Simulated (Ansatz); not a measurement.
SiNi$_{2}$: several calculations on one system

**1. Relaxation**

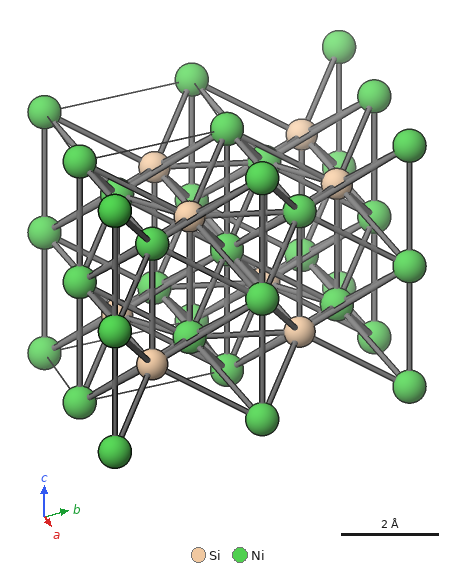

Starting structure of solid SiNi2 (set up in P6_3/mmc). The picture is a ball-and-stick view of the cell of the calculation, repeated 2 × 2 × 1 with one cell outlined, seen slightly off an axis.

Case: volume × 1.10, shape and atoms relaxed.

Computed with Ansatz, DFT PBE, scalar-relativistic, plane waves, PAW.

Input
```yaml
crystal:
  lattice:
    - [4.0254329811, 0.0, 0.0]
    - [-2.0127164905, 3.4861272229, 0.0]
    - [0.0, 0.0, 5.1853219467]
  atoms:
    - { symbol: Si, position: [0.3333333333, 0.6666666667, 0.75] }
    - { symbol: Si, position: [0.6666666667, 0.3333333333, 0.25] }
    - { symbol: Ni, position: [0.0, 0.0, 0.0] }
    - { symbol: Ni, position: [0.0, 0.0, 0.5] }
    - { symbol: Ni, position: [0.3333333333, 0.6666666667, 0.25] }
    - { symbol: Ni, position: [0.6666666667, 0.3333333333, 0.75] }
basis:
  ecutwfc: 420
kpoints:
  mp_grid: { grid: [12, 12, 8] }
hamiltonian:
  xc: pbe
scf:
  occupations: { method: gaussian, width: 0.1 }
output:
  forces: true
  stress: true
  eigenvalues: true
  write_density: true
  write_potential: true
  elf: true
  volumetric_format: npy
relax:
  adjacent_minimum: "off"
  f_tol: 0.01
  max_steps: 30
  cell: { stress_tol: 0.1, fix: [volume] }
```

Command:
```bash
ansatz run input.yaml --threads 1 --pin off --max-ram 2560MiB --backend cpu --events-out ev --progress --plain --runs-dir out
```

Where does the relaxation end?

No atom moves by more than 0.005 Å relative to the cell. The drawn cell changes at constant volume: a = b 4.025 → 4.015 Å (−0.3 %), c 5.185 → 5.212 Å (+0.5 %). Some distances before and after: Si1–Ni5 2.593 → 2.606 Å, Ni3–Ni4 2.593 → 2.606 Å, Si1–Ni6 2.324 → 2.318 Å. The space group stays P6_3/mmc (No. 194). After 2 accepted moves (3 points after the start) the energy has fallen by 0.2 meV per atom. All forces vanish by symmetry, so only the cell relaxes. The pressure goes from −15.40 to −15.23 GPa. The SCF was repeated once at an unchanged geometry on a basis and grid sized afresh for the cell, which shifted the energy by less than 0.05 meV per atom at most. The run took 78 s on 1 thread of Arm Neoverse V2 (shared host), peak memory 0.51 GiB.

Step by step:

```json
{"step": "0", "E − E(0), meV/atom": "0.00", "pressure, GPa": "-15.40", "note": ""}
{"step": "1", "E − E(0), meV/atom": "-0.14", "pressure, GPa": "-15.34", "note": ""}
{"step": "2", "E − E(0), meV/atom": "-0.24", "pressure, GPa": "-15.23", "note": ""}
{"step": "3", "E − E(0), meV/atom": "-0.24", "pressure, GPa": "-15.23", "note": "same geometry, new basis"}
```

**2. Relaxation**

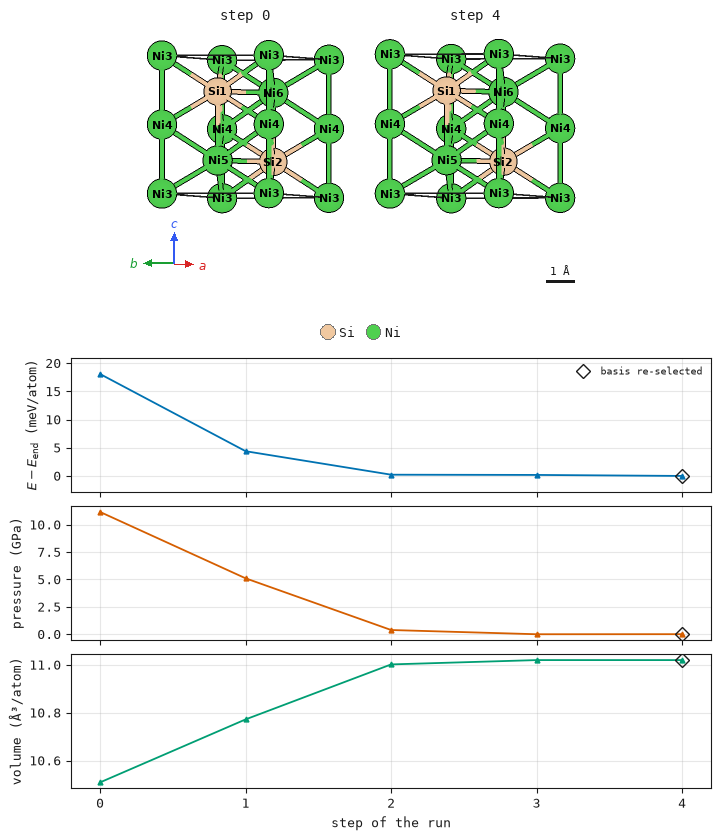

First and last geometry of a relaxation of a crystal of SiNi₂ (set up in P6_3/mmc) (coarse preliminary run), with the history of the run. Style: ball-and-stick. Shown: the cell of the calculation, from a free direction.

Computed with Ansatz 0.2.0, DFT PBE, scalar-relativistic, plane waves, PAW. (plane-wave cutoff 420 eV; k-point mesh 6 × 6 × 4; occupations gaussian; smearing width 0.1 eV; no spin polarisation; cell and atoms relaxed; force threshold 0.05 eV/Å; at most 80 steps)

Q: Read the history and describe the run.

A: It converged. The atoms keep their places relative to the cell (all moves are under 0.005 Å). The volume changes by +4.9 %, with a = b 3.836 → 3.911 Å (+1.9 %), c 4.948 → 4.992 Å (+0.9 %). Near-neighbour distances that change, for instance: Si1–Ni6 2.215 → 2.258 Å, Si1–Ni3 2.537 → 2.580 Å, Ni3–Ni5 2.537 → 2.580 Å, Si1–Ni5 2.474 → 2.496 Å. The space group stays P6_3/mmc (No. 194). The energy falls by 18.1 meV per atom in 3 accepted moves (4 points after the start). All forces vanish by symmetry, so only the cell relaxes. The pressure goes from 11.16 to 0.00 GPa. The SCF was repeated once at an unchanged geometry on a basis and grid sized afresh for the cell, which shifted the energy by 0.2 meV per atom at most. Cost: 18 s on 1 thread of Arm Neoverse V2, with other jobs on the host, peak memory 0.36 GiB.

**3. A change**

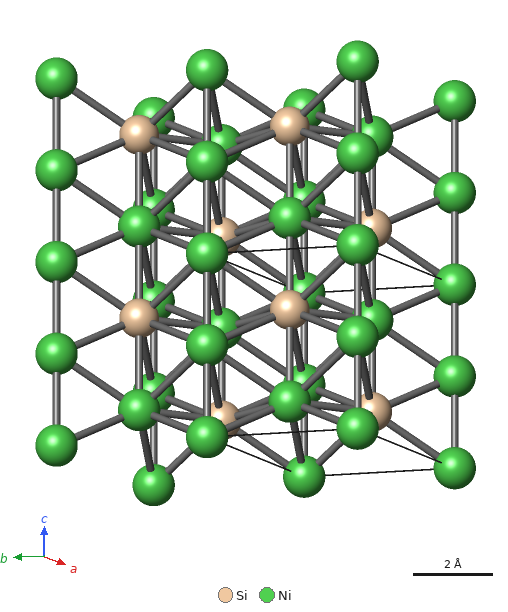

Reference structure: a crystal of SiNi₂ (set up in P6_3/mmc). A ball-and-stick model of the cell of the calculation, repeated 1 × 2 × 2 with one cell outlined, seen from a free direction.

The calculation used DFT PBE, scalar-relativistic, plane waves, PAW in Ansatz. (plane-wave cutoff 420 eV; k-point mesh 12 × 12 × 8; occupations gaussian; smearing width 0.1 eV; no spin polarisation)

The variant: The volume is changed by +6.0 %. The cell's shape and the atoms are relaxed at that volume.

Input
```yaml
crystal:
  lattice:
    - [3.9827381277, 0.0, 0.0]
    - [-1.9913690638, 3.4491523952, 0.0]
    - [0.0, 0.0, 5.1044693902]
  atoms:
    - { symbol: Si, position: [0.3333333333, 0.6666666667, 0.75] }
    - { symbol: Si, position: [0.6666666667, 0.3333333333, 0.25] }
    - { symbol: Ni, position: [0.0, 0.0, 0.0] }
    - { symbol: Ni, position: [0.0, 0.0, 0.5] }
    - { symbol: Ni, position: [0.3333333333, 0.6666666667, 0.25] }
    - { symbol: Ni, position: [0.6666666667, 0.3333333333, 0.75] }
basis:
  ecutwfc: 420
kpoints:
  mp_grid: { grid: [12, 12, 8] }
hamiltonian:
  xc: pbe
scf:
  occupations: { method: gaussian, width: 0.1 }
output:
  forces: true
  stress: true
  eigenvalues: true
relax:
  adjacent_minimum: "off"
  f_tol: 0.01
  max_steps: 30
  cell: { stress_tol: 0.1, fix: [volume] }
```

Run as
```bash
ansatz run input.yaml --threads 1 --pin off --max-ram 2560MiB --backend cpu --events-out ev --progress --plain --runs-dir out
```

> What does the calculation give for the changed structure?

It costs 22.4 meV per atom. Pressure: 0.0 GPa before, −10.2 GPa after. The drawn cell changes as follows: a = b 3.912 → 3.976 Å (+1.6 %), c 4.991 → 5.122 Å (+2.6 %); the volume changes by +6.0 %. The atoms keep their places relative to the cell (all moves are under 0.005 Å). Among the bonded contacts that change: Ni–Si 2.496 → 2.561 Å, Ni–Ni 2.496 → 2.561 Å, Ni–Si 2.580 → 2.629 Å, Ni–Ni 2.580 → 2.629 Å. The space group stays P6_3/mmc (No. 194).

The changed structure in the same view:

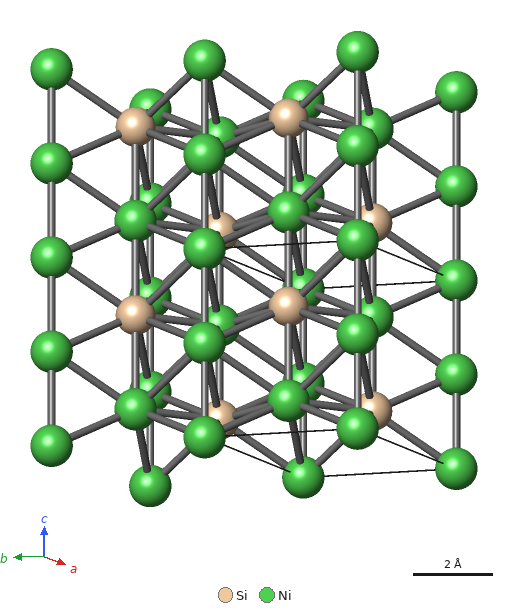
